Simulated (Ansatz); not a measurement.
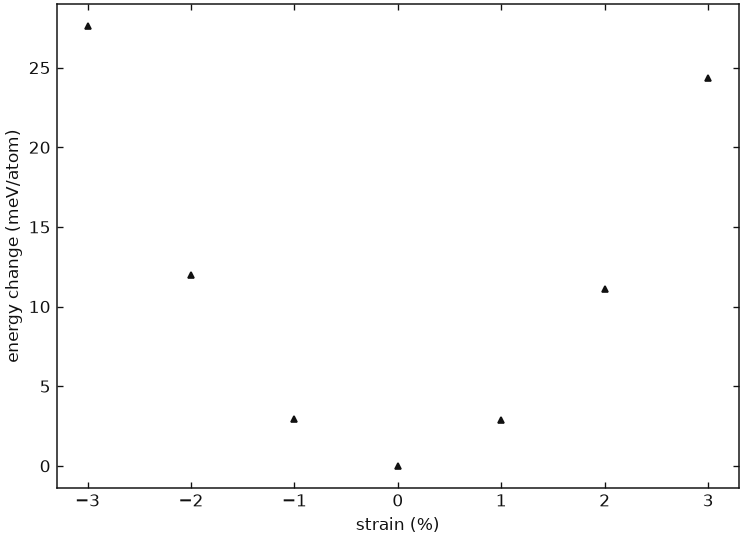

The picture above shows the energy change against strain.

How it was computed, with Ansatz 0.2.0: energy, stress and cell of a relaxed crystal along a series of strains, atoms and what the cell freedom names relaxed within the symmetry; stress is positive in compression; plane waves with PAW datasets, Γ-centred k mesh; energies extrapolated to zero smearing. Level: r2SCAN, no spin polarisation.

For which of these solids was it computed?
A. Ir, Fm-3m (No. 225), 14.2 Å³/atom, strain kind isotropic
B. AlGaN₂, P-4m2 (No. 115), 10.9 Å³/atom, strain kind clamped c
C. SiGe, P6_3mc (No. 186), 21.3 Å³/atom, strain kind biaxial ab

C, SiGe: energy change from 0.00 meV/atom to 27.61 meV/atom. The others give: AlGaN₂, energy change from 0.00 meV/atom to 36.60 meV/atom; Ir, energy change from 0 meV/atom to 153 meV/atom.

For SiGe, limits of the calculation: a crossing between the sampled k points may be missed.
